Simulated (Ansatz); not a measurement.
## Run report: Se, band-structure calculation

- system: Se (P3₂21, 3 atoms in the cell)
- method: DFT, LDA, all-electron LAPW, scalar-relativistic, no spin polarisation (Ansatz 0.2.0)

The structure derives from an entry of the Crystallography Open Database. It belongs to a series of runs on one base structure; here: zz strain of -2 %. Figures and captions count atoms from 1; the log counts them from 0 in places.

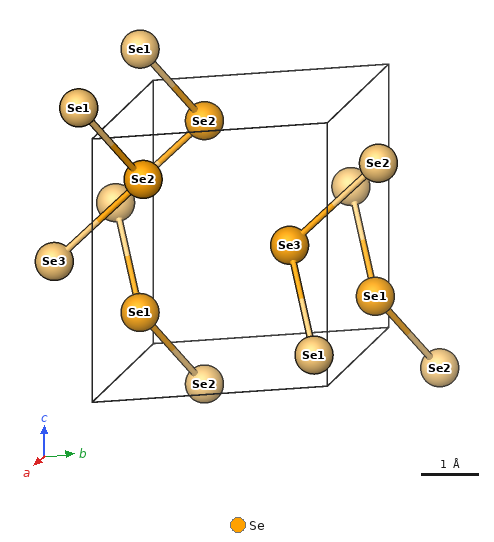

The input geometry (ball-and-stick view of the cell of the calculation, seen slightly off an axis; neighbours outside the cell are drawn fainter; atoms are numbered from 1 in the order of the input). Near neighbours in the crystal (not all of them lie inside the picture): Se has 2 Se at 2.30 Å.

The input:
```yaml
crystal:
  lattice:
    - [4.3551696776, 0.0, 0.0]
    - [-2.1775848388, 3.7716875786, 0.0]
    - [0.0, 0.0, 4.850461]
  atoms:
    - { symbol: Se, position: [0.217, 0.0, 0.1666666667] }
    - { symbol: Se, position: [0.0, 0.217, 0.8333333333] }
    - { symbol: Se, position: [0.783, 0.783, 0.5] }
kpoints:
  mp_grid: { grid: [8, 8, 6] }
  band_path:
    path:
      - [0.0, 0.0, 0.0]
      - [0.5, 0.0, 0.0]
      - [0.3333333333, 0.3333333333, 0.0]
      - [0.0, 0.0, 0.0]
      - [0.0, 0.0, 0.5]
      - [0.5, 0.0, 0.5]
      - [0.3333333333, 0.3333333333, 0.5]
      - [0.0, 0.0, 0.5]
      - [0.5, 0.0, 0.5]
    npoints: 5
scf:
  occupations: { method: fermi_dirac, width: 0.03 }
hamiltonian:
  xc: lda
  pseudopotentials: { kind: all_electron, lapw: { basis_error: 0.0005 } }
output:
  forces: true
  stress: true
  eigenvalues: true
```

Run on 1 thread of Intel Xeon (Sapphire Rapids), 64 GiB of memory available, shared host.

Launched with:
```bash
ansatz run input.yaml --threads 1 --pin off --max-ram 6144MiB --backend cpu --events-out ev --progress --plain --runs-dir out
```

The program's output:
```
LAPW: plane waves up to 10.041 Å⁻¹, error target 5.0e-4 eV per atom; small_component_spin mean_spin; Se in spheres of 1.150 Å, 24 of its electrons in bands, Dirac shells [] (how accurate: hamiltonian.pseudopotentials.lapw.basis_error, Limitations)
Engine: ansatz 0.2.0, x86_64-unknown-linux-gnu
Pseudopotentials: kind: all_electron
Pseudopotential: Se, LAPW, valence charge 24, lapw/all_electron/scalar/gaussian/Se, Koelling and Harmon's equation, gaussian nucleus
Functional definition: SPW92
  exchange = slater_x
  correlation = pw_c
Crystal: 3 atoms, lattice volume = 79.675 Å³
Basis set: ecut = 384.12536497133044 eV, 1329 PW (Γ), exchange–correlation at level 2
Bands: 44, of which v1, the nominal top of the filled ones, is band 36 counted from 1 (35 counted from 0)
Symmetry: 6 space group operations
Space group: P3221 (ITA 154), of the structure as read, at distance tolerance 4.3e-5 Å
k-points: 50 of 384 (time reversal used)
Non-local potential: Se, projectors of the file, none
Initial density: superposition of atomic densities (chi_scale 0.1, normalization cell)
Initial wavefunctions: plane waves of lowest kinetic energy (no species holds an atomic orbital)
Functional: x = slater, c = lda
iter 1 solved again at ethr=3.53e-4 eV; its pass at ethr=1.00e-1 eV (dr2=2.54e-1 eV) is discarded
SCF iter   1: F=—  HF=-198119.755669 eV  |F-HF|=—  |Δ(HF+E_count)|=         —  Δρ=2.16e-2  dr2=2.53e-1  ethr=3.53e-4  ⟨swp⟩=2.6  Hψ=13720  notcnv=0
preconditioner: auto → Resta (q_TF=auto, 2.683 Å⁻¹)  ε∞=3.0  [insulator: Δε(μ)=1.318 eV  Ē_g=12.501 eV  σ=0.030 eV  W_gap=1.00  n_scr=22 (ndim 8)  ℏωp=17.6 eV  f_vac=0.181  D(μ)=0.00/eV (n_scr^D=0)  ε∞_Penn≈3.0]
SCF iter   2: F=—  HF=-198119.668595 eV  |F-HF|=—  |Δ(HF+E_count)|=   8.71e-2  Δρ=1.18e-2  dr2=8.18e-2  ethr=3.52e-4  ⟨swp⟩=2.0  Hψ=6350  notcnv=0
iter 3 solved again at ethr=2.88e-6 eV; its pass at ethr=1.14e-4 eV (dr2=2.07e-3 eV) is discarded
SCF iter   3: F=—  HF=-198119.642637 eV  |F-HF|=—  |Δ(HF+E_count)|=   2.60e-2  Δρ=1.66e-3  dr2=2.06e-3  ethr=2.88e-6  ⟨swp⟩=2.0  Hψ=10800  notcnv=0
SCF iter   4: F=—  HF=-198119.644279 eV  |F-HF|=—  |Δ(HF+E_count)|=         —  Δρ=4.73e-4  dr2=2.37e-4  ethr=2.86e-6  ⟨swp⟩=2.0  Hψ=5950  notcnv=0
the basis was enlarged: its passes take 408.5 KiB over the memory plan, 1 of 1 planned eigensolver slots
SCF iter   5: F=—  HF=-198119.644012 eV  |F-HF|=—  |Δ(HF+E_count)|=   2.67e-4  Δρ=1.66e-4  dr2=2.73e-5  ethr=3.29e-7  ⟨swp⟩=2.0  Hψ=5950  notcnv=0
SCF iter   6: F=—  HF=-198119.644010 eV  |F-HF|=—  |Δ(HF+E_count)|=   1.66e-6  Δρ=5.30e-5  dr2=3.06e-6  ethr=3.80e-8  ⟨swp⟩=2.0  Hψ=5950  notcnv=0
SCF iter   7: F=—  HF=-198119.644008 eV  |F-HF|=—  |Δ(HF+E_count)|=   1.61e-6  Δρ=2.85e-5  dr2=7.48e-7  ethr=4.25e-9  ⟨swp⟩=2.0  Hψ=5950  notcnv=0
SCF iter   8: F=-198119.644009 eV  HF=-198119.644009 eV  |F-HF|=9.31e-9  |Δ(HF+E_count)|=   4.02e-7  Δρ=5.59e-6  dr2=3.23e-8  ethr=1.04e-9  ⟨swp⟩=2.8  Hψ=6043  notcnv=0
SCF 1 converged in 8 iterations: F = -198119.644009 eV  dr2 = 3.23e-8
NSCF: frozen V_eff on 41 k-points
SCF converged after 8 iterations
Free energy (F): -198119.644009 eV
Harris-Foulkes:  -198119.644009 eV  (|F-HF|=9.31e-9)
Internal energy: -198119.644009 eV  (E = F + TS)
E sigma→0 (E₀):  -198119.644009 eV
Fermi energy:    8.156485 eV
--- Per-component energies (eV) ---
  E_band       = -4923.710730
  E_kinetic    = 202748.316039
  E_xc         = -6924.867184
  E_electrostatic = -393943.092865  (all electrons and nuclei)
  E_smearing   = -0.000000  (= −TS)
  E_closure    = 0.000000  (closes the sum)
  E_atoms      = -198107.404742  (free atoms, spherical and without spin; not in F)
  Σ components = -198119.644009   (vs F -198119.644009, Δ=0.00e0)
  Basis errors (estimates in eV, not in F): energy 2.5e-4 per atom: plane waves 2.3e-4 (1.3e-4 summed), levels above the bands 6.7e-121, relativity 6.1e-9, radial functions 1.8e-5, core shells 1.9e-9; eigenvalues (radial functions only) 2.7e-7; not estimated: angular momenta, meshes, grids; target (lapw.basis_error) 5.0e-4; muffin-tin radii Se 1.150 Å
--- Forces (eV/Å), atoms counted from 1 ---
  atom   1  Se     1.22244567    -0.00000000     0.00000000
  atom   2  Se    -0.61122284     1.05866901     0.00000000
  atom   3  Se    -0.61122284    -1.05866901    -0.00000000
  max |Σ_I F_I| component: 9.25e-18 eV/Å
--- Stress (GPa, compression-positive) ---
        1.991857       0.000000      -0.000000
        0.000000       1.991857      -0.000000
       -0.000000      -0.000000       5.808400
  P = ⅓ Tr σ = 3.2640 GPa (32.640 kbar)
--- Band table (eV; the first three rows and the last of 50) ---
  k-point 0: bands = ["-199.9396", "-199.9390", "-199.9390", "-140.0859", "-140.0859", "-140.0815", "-140.0221", "-140.0195", "-140.0195", "-139.8226", "-139.8226", "-139.8225", "-40.9084", "-40.9084", "-40.8566", "-40.8455", "-40.8455", "-40.7835", "-40.6970", "-40.6906", "-40.6906", "-40.6441", "-40.6441", "-40.6396", "-40.6294", "-40.5936", "-40.5936", "-8.8660", "-4.3850", "-4.3850", "3.4332", "3.4332", "3.5491", "5.2372", "5.2372", "7.1219", "9.6209", "9.6209", "9.8725", "13.3303", "13.7618", "13.7618", "15.8715", "16.0938"]
  k-point 1: bands = ["-199.9396", "-199.9392", "-199.9389", "-140.0866", "-140.0850", "-140.0817", "-140.0220", "-140.0200", "-140.0191", "-139.8226", "-139.8226", "-139.8225", "-40.9210", "-40.8934", "-40.8576", "-40.8507", "-40.8382", "-40.7882", "-40.6968", "-40.6931", "-40.6879", "-40.6458", "-40.6425", "-40.6398", "-40.6268", "-40.5984", "-40.5903", "-8.7239", "-5.5926", "-3.1986", "3.0143", "3.6241", "3.6597", "5.3206", "5.5157", "6.8693", "9.3405", "9.3523", "9.5955", "14.0457", "14.0855", "14.3710", "14.8672", "15.5829"]
  k-point 2: bands = ["-199.9396", "-199.9393", "-199.9389", "-140.0871", "-140.0840", "-140.0822", "-140.0217", "-140.0206", "-140.0188", "-139.8226", "-139.8226", "-139.8225", "-40.9293", "-40.8787", "-40.8608", "-40.8539", "-40.8282", "-40.8002", "-40.6965", "-40.6950", "-40.6858", "-40.6471", "-40.6413", "-40.6401", "-40.6204", "-40.6049", "-40.5884", "-8.3023", "-6.6967", "-2.2347", "2.4884", "3.7961", "3.8248", "5.5524", "6.0527", "6.3196", "8.8724", "9.0054", "9.1241", "13.8787", "14.4474", "15.3370", "15.5330", "15.5847"]
  k-point 49: bands = ["-199.9394", "-199.9394", "-199.9388", "-140.0873", "-140.0830", "-140.0830", "-140.0212", "-140.0212", "-140.0187", "-139.8226", "-139.8225", "-139.8225", "-40.9321", "-40.8672", "-40.8672", "-40.8549", "-40.8149", "-40.8149", "-40.6961", "-40.6960", "-40.6849", "-40.6480", "-40.6404", "-40.6403", "-40.6136", "-40.6134", "-40.5864", "-7.2640", "-7.2186", "-2.9777", "1.3664", "2.3837", "2.4425", "6.3910", "6.8904", "7.4674", "8.7611", "10.3901", "10.5879", "13.7455", "15.1185", "15.9718", "16.2340", "17.7790"]
```

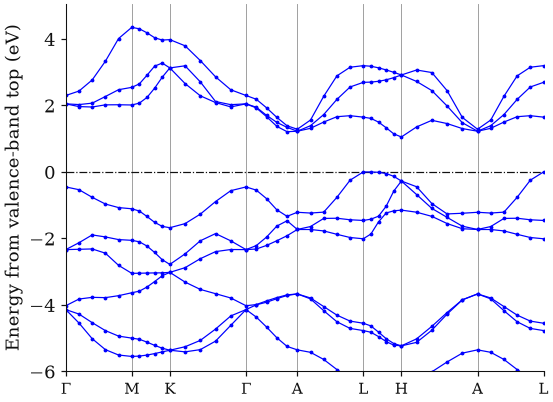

Band structure along Γ–M–K–Γ–A–L–H–A–L, with energies from the valence-band top. There is a gap of 1.05 eV on this path, indirect, from L to H.

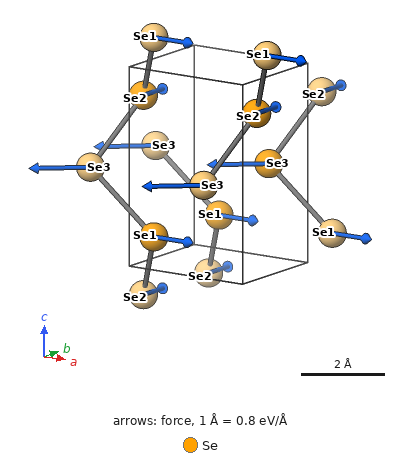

Forces on the atoms as blue arrows (ball-and-stick view of the cell of the calculation, seen slightly off an axis; neighbours outside the cell are drawn fainter; atoms are numbered from 1 in the order of the input). The largest act on all 3 Se atoms (1.22 eV/Å). The geometry is not a stationary point of this energy.

Results in brief:

| quantity | value |
| --- | --- |
| outcome | converged |
| space group (tolerance 0.01 Å) | P3₂21 (154) |
| electrons in bands (core shells apart) | 72 |
| free energy | −198119.6440 eV |
| Fermi energy | 8.156 eV |
| gap on the k-point mesh | 1.19 eV |
| pressure | 3.26 GPa |
| largest force (length of the vector) | 1.222 eV/Å |
| wall time | 89 s |
| peak memory | 0.54 GiB |
